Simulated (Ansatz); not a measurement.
**GaSb: 6 runs along one coordinate**

System: GaSb (Immm, 2 atoms in the cell).
Method: DFT PBE, scalar-relativistic, plane waves, PAW, PAW set soft_1, no spin polarisation (Ansatz 0.2.0).

The 6 runs differ only in the geometry, by a strain of the cell at fixed fractional positions. Against run 3, the strain is εxx = −0.45 η, εyy = −0.48 η and εzz = η. The structure derives from a Materials Project entry.

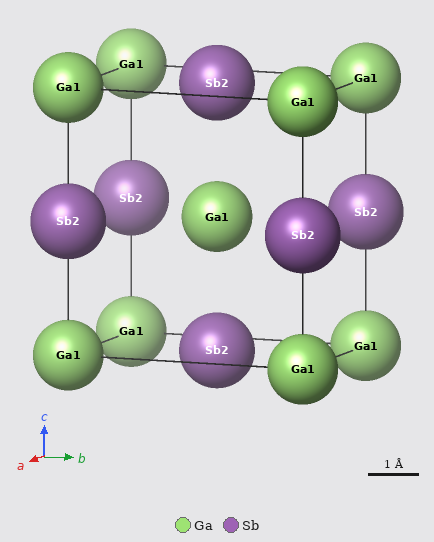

Figure 1. The structure of run 3 (spheres-only view of the cell 2 times as large as that of the calculation, set on its symmetry axes, seen slightly off an axis; atoms are numbered from 1 in the order of the input). An atom can appear more than once, as a periodic image.

## Input of run 3
```yaml
crystal:
  lattice:
    - [-1.710186297, 2.5558471331, 2.7388012409]
    - [1.710186297, -2.5558471331, 2.7388012409]
    - [1.710186297, 2.5558471331, -2.7388012409]
  atoms:
    - { symbol: Ga, position: [0.0, 0.0, 0.0] }
    - { symbol: Sb, position: [0.5, 0.5, 0.0] }
basis:
  ecutwfc: 420
kpoints:
  mp_grid: { grid: [16, 16, 16] }
hamiltonian:
  xc: pbe
  pseudopotentials: { kind: paw, azcp: { folder: soft_1 } }
scf:
  occupations: { method: gaussian, width: 0.15 }
output:
  forces: true
  stress: true
  eigenvalues: true
```

Command:
```bash
ansatz run input.yaml --threads 2 --pin off --max-ram 4096MiB --backend cpu --events-out ev --progress --plain --runs-dir out
```

Lattice vectors (Å) and fractional positions of run 3:
```
  -1.710186    2.555847    2.738801
   1.710186   -2.555847    2.738801
   1.710186    2.555847   -2.738801
Ga  0.000000  0.000000  0.000000
Sb  0.500000  0.500000  0.000000
```

Run 2 differs from it as follows:
```diff
-    - [-1.710186297, 2.5558471331, 2.7388012409]
-    - [1.710186297, -2.5558471331, 2.7388012409]
-    - [1.710186297, 2.5558471331, -2.7388012409]
+    - [-1.7503315153, 2.6207163496, 2.5946538071]
+    - [1.7503315153, -2.6207163496, 2.5946538071]
+    - [1.7503315153, 2.6207163496, -2.5946538071]
```

## Results, with one run withheld

```csv
run,strain parameter η (%),"free energy per atom, from the lowest run given (meV)",pressure (GPa)
1,−10.5263,424.79,9.60
2,−5.2632,?,?
3,0.0000,32.53,1.04
4,5.2632,0.00,0.20
5,10.5263,32.28,0.94
6,15.7895,118.44,3.24
```

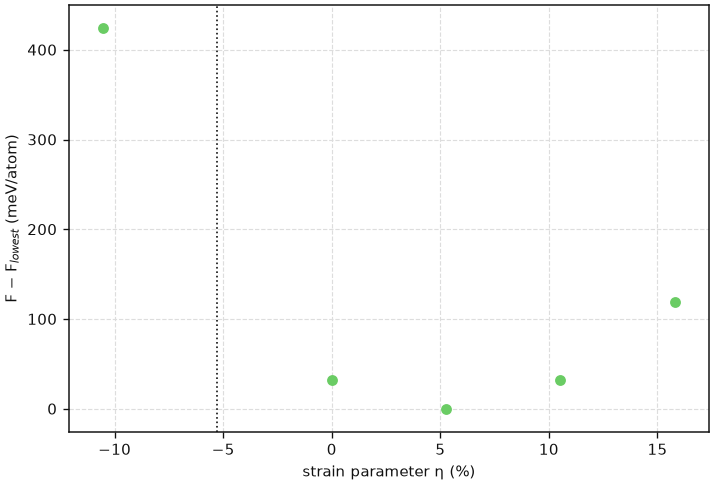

Figure 2. Free energy per atom of the runs given; the dotted line marks run 2.

Fit the runs given and predict run 2.

A cubic polynomial in the coordinate, fitted to the 5 runs given, misses them by at most 2.40 meV per atom. With x = η − 4.2105, it reads F = −1.7897 − 2.0234 x + 1.4016 x² − 0.028822 x³ (meV per atom). At run 2 it gives 167.68 meV per atom, and the run itself gives 159.82. The fit has its minimum at η = 4.9491 %. The fit misses that run by 7.86 meV per atom.

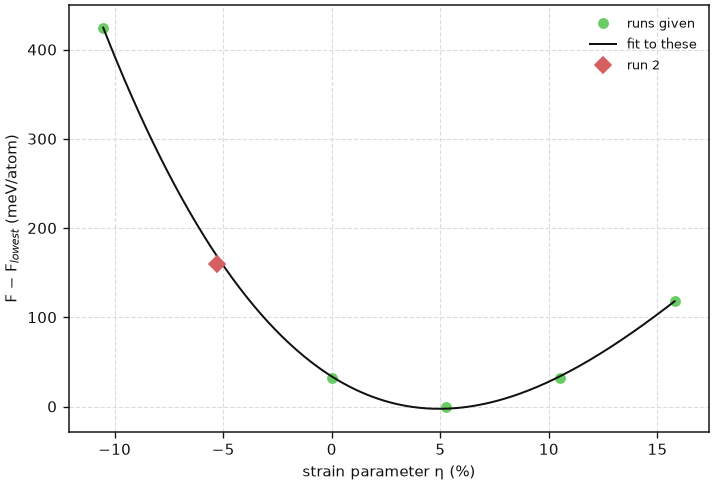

Figure 3. The fit and the withheld run.

## Output, shortened to warnings, some set-up lines, iterations and results (run 2)
```
Basis set: ecut = 420 eV, 941 PW (Γ), exchange–correlation on 60×60×60 points (8 copies of the dense FFT grid, shifted against one another)
Symmetry: 8 space group operations
k-points: 621 of 4096
Initial density: superposition of atomic densities (chi_scale 0.1, normalization cell, long waves kept (reshape's long-wave potential 0.00 eV rms))
[...]
SCF iter   1: F=—  HF=-10267.261718 eV  |F-HF|=—  |Δ(HF+E_count)|=         —  Δρ=2.48e-2  dr2=2.20e-1  ethr=3.10e-3  ⟨swp⟩=5.9  Hψ=55769  notcnv=0
SCF iter   2: F=—  HF=-10267.225584 eV  |F-HF|=—  |Δ(HF+E_count)|=   3.61e-2  Δρ=1.47e-2  dr2=8.08e-2  ethr=7.85e-4  ⟨swp⟩=1.8  Hψ=16994  notcnv=0  defer=42
SCF iter   3: F=—  HF=-10267.207842 eV  |F-HF|=—  |Δ(HF+E_count)|=   1.77e-2  Δρ=2.20e-3  dr2=2.09e-3  ethr=2.88e-4  ⟨swp⟩=2.9  Hψ=21090  notcnv=0  defer=42
SCF iter   4: F=—  HF=-10267.207027 eV  |F-HF|=—  |Δ(HF+E_count)|=   8.15e-4  Δρ=1.28e-3  dr2=4.45e-4  ethr=7.45e-6  ⟨swp⟩=2.0  Hψ=16717  notcnv=0  defer=42
SCF iter   5: F=—  HF=-10267.206931 eV  |F-HF|=—  |Δ(HF+E_count)|=   9.63e-5  Δρ=4.89e-4  dr2=9.02e-5  ethr=1.59e-6  ⟨swp⟩=2.0  Hψ=14507  notcnv=0  defer=46
SCF iter   6: F=—  HF=-10267.206947 eV  |F-HF|=—  |Δ(HF+E_count)|=   1.59e-5  Δρ=1.12e-4  dr2=7.69e-6  ethr=3.22e-7  ⟨swp⟩=2.3  Hψ=16170  notcnv=0  defer=55
SCF iter   7: F=—  HF=-10267.206948 eV  |F-HF|=—  |Δ(HF+E_count)|=   1.21e-6  Δρ=2.51e-5  dr2=4.70e-7  ethr=2.75e-8  ⟨swp⟩=2.0  Hψ=16639  notcnv=0  defer=56
SCF iter   8: F=-10267.206948 eV  HF=-10267.206948 eV  |F-HF|=4.69e-10  |Δ(HF+E_count)|=   9.28e-8  Δρ=6.81e-6  dr2=1.84e-8  ethr=3.57e-10  ⟨swp⟩=6.9  Hψ=53527  notcnv=0
SCF 1 converged in 8 iterations: F = -10267.206948 eV  dr2 = 1.84e-8
SCF converged after 8 iterations
Free energy (F): -10267.206948 eV
Harris-Foulkes:  -10267.206948 eV  (|F-HF|=4.69e-10)
Internal energy: -10267.197217 eV  (E = F + TS)
E sigma→0 (E₀):  -10267.202083 eV
Entropy (-TS):   -0.009731 eV (-4.865 meV/atom)
Fermi energy:    10.267491 eV
--- Per-component energies (eV) ---
  E_band       = -191.800286
  E_kinetic    = 274.408921
  E_local      = -2848.786610  (includes V_loc(G=0)·N_el)
  E_nonlocal   = 293.330357
  E_hartree    = 1495.501671
  E_xc         = -162.629830
  E_vxc        = -147.207830  (∫ρ·V_xc dr)
  E_paw        = -6529.993630  (= ΣΔE_a)
  E_vpaw       = -754.548016  (= ΣTr[D̂ρ^β])
  E_aug_tail   = -0.000041  (compensation charges beyond the density's cutoff)
  E_ewald      = -2789.028057
  E_smearing   = -0.009731  (= −TS)
  E_closure    = 0.000000  (closes the sum)
  Σ components = -10267.206948   (vs F -10267.206948, Δ=0.00e0)
--- Forces (eV/Å), atoms counted from 1 ---
  atom   1  Ga    -0.00000000    -0.00000000     0.00000000
  atom   2  Sb     0.00000000     0.00000000     0.00000000
  max |Σ_I F_I| component: 1.26e-29 eV/Å
--- Stress (GPa, compression-positive) ---
       -4.226495      -0.000000       0.000000
       -0.000000      -3.419259      -0.000000
        0.000000      -0.000000      19.619553
  P = ⅓ Tr σ = 3.9913 GPa (39.913 kbar)
```
